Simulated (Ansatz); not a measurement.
Run report: SnSe2, single-point calculation (part 2 of 2)

The same run, continued: SnSe2 (Fm-3m, 3 atoms in the cell); DFT, HSE06, plane waves, PAW, no spin polarisation (Ansatz 0.2.0); cutoff 420 eV, 4×4×4 k-mesh, Fermi–Dirac smearing of 0.02 eV. The structure was built on a prototype by a generator. The geometry comes from this level: r2SCAN.

Geometry of the input (Å; fractional positions):
```
0.0000  3.4069  3.4069
3.4069  0.0000  3.4069
3.4069  3.4069  0.0000
Sn 0.0000  0.0000  0.0000
Se 0.2500  0.2500  0.2500
Se 0.7500  0.7500  0.7500
```

```
hybrid outer 3: dexx = +3.110e-9 eV, tail = 4.31e-9 eV, Δε = 2.66e-4 eV (about 1.15e-4 eV left of the loop's levels), ΔF = 2.78e-17 eV/Å (tail 4.72e-4)
hybrid SCF converged: 3 outer / 12 inner (+9 warm-up), last move |dexx| = 3.11e-9 eV, tail = 4.31e-9 eV
Stability not checked: this state was not tested for a lower state beside it, because the functional holds exact exchange (a hybrid, or Hartree-Fock), whose exchange loop this test does not read (fock_operator; see scf.lower_state_search)
Free energy (F): -16968.640684 eV
Frozen-core exchange: fock
Harris-Foulkes:  -16968.640684 eV  (|F-HF|=6.33e-10)
Internal energy: -16968.632284 eV  (E = F + TS)
E sigma→0 (E₀):  -16968.636484 eV
Entropy (-TS):   -0.008401 eV (-2.800 meV/atom)
Fermi energy:    8.315007 eV
--- Per-component energies (eV) ---
  E_band       = -988.630848
  E_kinetic    = 418.820451
  E_local      = -5808.281420  (includes V_loc(G=0)·N_el)
  E_nonlocal   = -1224.772583
  E_hartree    = 2979.441917
  E_xc         = -466.470694
  E_vxc        = -232.337451  (∫ρ·V_xc dr)
  E_exx        = -171.985786  (= α·E_x^exact, valence–valence)
  E_paw        = -7914.660108  (= ΣΔE_a)
  E_vpaw       = 243.029672  (= ΣTr[D̂ρ^β])
  E_aug_tail   = -0.001203  (compensation charges beyond the density's cutoff)
  E_ewald      = -4778.839771
  E_core_change = -1.883087  (= ΣΔE_core)
  E_smearing   = -0.008401  (= −TS)
  E_closure    = -0.000001  (closes the sum)
  Σ components = -16968.640684   (vs F -16968.640684, Δ=-3.64e-12)
--- Forces (eV/Å), atoms counted from 1 ---
  atom   1  Sn     0.00000000    -0.00000000    -0.00000000
  atom   2  Se    -0.00000000    -0.00000000     0.00000000
  atom   3  Se    -0.00000000     0.00000000    -0.00000000
  max |Σ_I F_I| component: 2.78e-17 eV/Å
--- Stress (GPa, compression-positive) ---
       -1.088410      -0.000000      -0.000000
        0.000000      -1.088410       0.000000
       -0.000000      -0.000000      -1.088410
  P = ⅓ Tr σ = -1.0884 GPa (-10.884 kbar)
--- Band table (eV; the first three rows and the last of 8) ---
  k-point 0: bands = ["-43.2601", "-43.2601", "-43.2597", "-43.2597", "-43.2597", "-43.2585", "-43.2585", "-43.2585", "-43.2563", "-43.2563", "-15.7193", "-15.7193", "-15.7193", "-15.6924", "-15.6924", "-7.3939", "-4.3014", "4.0445", "4.8797", "4.8797", "4.8797", "6.4481", "6.4481", "6.4481", "10.6255", "10.6255", "10.6255"]
  k-point 1: bands = ["-43.2596", "-43.2596", "-43.2595", "-43.2595", "-43.2595", "-43.2587", "-43.2587", "-43.2587", "-43.2568", "-43.2568", "-15.7220", "-15.7171", "-15.7171", "-15.6923", "-15.6923", "-6.9593", "-4.7044", "1.9999", "4.6667", "4.6667", "4.8401", "6.1415", "6.1415", "8.7672", "11.4416", "11.4416", "11.6871"]
  k-point 2: bands = ["-43.2592", "-43.2592", "-43.2592", "-43.2591", "-43.2591", "-43.2591", "-43.2582", "-43.2582", "-43.2581", "-43.2581", "-15.7249", "-15.7152", "-15.7152", "-15.6920", "-15.6920", "-5.8891", "-5.7732", "0.9229", "4.5336", "4.5336", "4.9071", "5.7715", "5.7715", "9.6412", "12.8963", "12.8963", "14.5626"]
  k-point 7: bands = ["-43.2595", "-43.2594", "-43.2593", "-43.2593", "-43.2592", "-43.2592", "-43.2589", "-43.2588", "-43.2570", "-43.2570", "-15.7212", "-15.7212", "-15.7106", "-15.6935", "-15.6913", "-5.6083", "-5.6083", "-0.6180", "2.5290", "4.9789", "4.9789", "8.1103", "8.5897", "8.6483", "12.0986", "13.3880", "13.3880"]
```

## File rho_z.tsv
```
# z_ang	rho[e/angstrom^3]
# format = ansatz-planar-average/11
# lattice	0.000000000	3.406855370	3.406855370
# lattice	3.406855370	0.000000000	3.406855370
# lattice	3.406855370	3.406855370	0.000000000
# sites	3
# site	50	0.000000000	0.000000000	0.000000000
# site	34	1.703427685	1.703427685	1.703427685
# site	34	5.110283055	5.110283055	5.110283055
0.000000	7.817233e-1
0.133834	7.551092e-1
0.267668	6.871732e-1
0.401502	6.082342e-1
0.535336	5.558856e-1
0.669170	5.653863e-1
0.803004	6.584910e-1
0.936837	8.208082e-1
1.070671	9.813091e-1
1.204505	1.039622e0
1.338339	9.448282e-1
1.472173	7.416623e-1
1.606007	5.239989e-1
1.739841	3.569709e-1
1.873675	2.526323e-1
2.007509	1.949374e-1
2.141343	1.655157e-1
2.275177	1.521803e-1
2.409011	1.484297e-1
2.542844	1.521803e-1
2.676678	1.655157e-1
2.810512	1.949374e-1
2.944346	2.526323e-1
3.078180	3.569709e-1
3.212014	5.239989e-1
3.345848	7.416623e-1
3.479682	9.448282e-1
3.613516	1.039622e0
3.747350	9.813091e-1
3.881184	8.208082e-1
4.015018	6.584910e-1
4.148851	5.653863e-1
4.282685	5.558856e-1
4.416519	6.082342e-1
4.550353	6.871732e-1
4.684187	7.551092e-1
```

## File v_z.tsv
```
# z_ang	v_es[eV]	v_tot[eV]
# format = ansatz-planar-average/11
# xc	hse06
# density_cutoff_ev	1680
# datasets	Sn=:simpson_from_first_knot:soft:fock:shift=0	Se=:simpson_from_first_knot:soft:fock:shift=0
# lattice	0.000000000	3.406855370	3.406855370
# lattice	3.406855370	0.000000000	3.406855370
# lattice	3.406855370	3.406855370	0.000000000
# sites	3
# site	50	0.000000000	0.000000000	0.000000000
# site	34	1.703427685	1.703427685	1.703427685
# site	34	5.110283055	5.110283055	5.110283055
0.000000	7.287600e0	-2.482201e0
0.133834	6.989575e0	-2.732968e0
0.267668	6.273512e0	-3.310906e0
0.401502	5.474000e0	-3.896369e0
0.535336	4.854514e0	-4.258645e0
0.669170	4.558512e0	-4.290865e0
0.803004	4.628876e0	-3.967671e0
0.936837	5.034311e0	-3.324451e0
1.070671	5.668901e0	-2.466472e0
1.204505	6.371511e0	-1.546383e0
1.338339	6.994736e0	-7.063300e-1
1.472173	7.491767e0	6.065916e-3
1.606007	7.913494e0	6.480445e-1
1.739841	8.313670e0	1.278707e0
1.873675	8.737114e0	1.927761e0
2.007509	9.231053e0	2.612275e0
2.141343	9.787447e0	3.304210e0
2.275177	1.028548e1	3.881995e0
2.409011	1.049744e1	4.120710e0
2.542844	1.028548e1	3.881995e0
2.676678	9.787447e0	3.304210e0
2.810512	9.231053e0	2.612275e0
2.944346	8.737114e0	1.927761e0
3.078180	8.313670e0	1.278707e0
3.212014	7.913494e0	6.480445e-1
3.345848	7.491767e0	6.065916e-3
3.479682	6.994736e0	-7.063300e-1
3.613516	6.371511e0	-1.546383e0
3.747350	5.668901e0	-2.466472e0
3.881184	5.034311e0	-3.324451e0
4.015018	4.628876e0	-3.967671e0
4.148851	4.558512e0	-4.290865e0
4.282685	4.854514e0	-4.258645e0
4.416519	5.474000e0	-3.896369e0
4.550353	6.273512e0	-3.310906e0
4.684187	6.989575e0	-2.732968e0
```

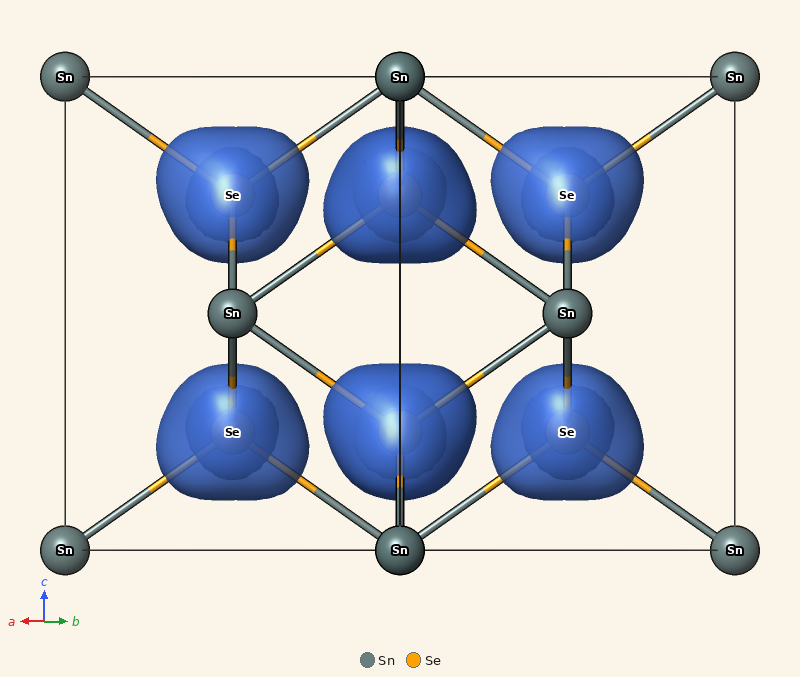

Isosurface of the electron localisation function at 0.75 (blue), seen along [110]. Core shells and regions of very low density are left out. Sticks mark near contacts. The outline is the cell set on symmetry axes. Profiles from the grid: Sn–Se (2.95 Å): the ELF peaks at about 0.80 in the valence shell of Se, 0.9 Å from its nucleus, and drops to about 0.25 between the two atoms. The fields are those of the smooth PAW valence density.

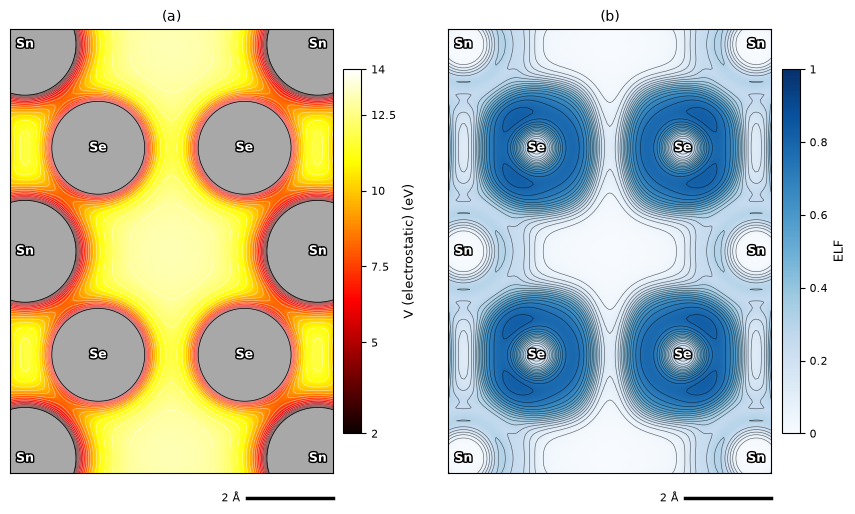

(a) electrostatic potential energy of an electron; (b) electron localisation function on the (011) plane of the conventional cell. Grey discs, where drawn, cover atomic cores. The plane passes through Sn and Se nuclei. Sn–Se (2.95 Å): the ELF peaks at about 0.80 in the valence shell of Se, 0.9 Å from its nucleus, and drops to about 0.25 between the two atoms. Outside the cores the potential energy rises away from the atoms and is highest about 2.8 Å from the nearest atoms; outside the discs it spans about 10 eV, and its zero is arbitrary.
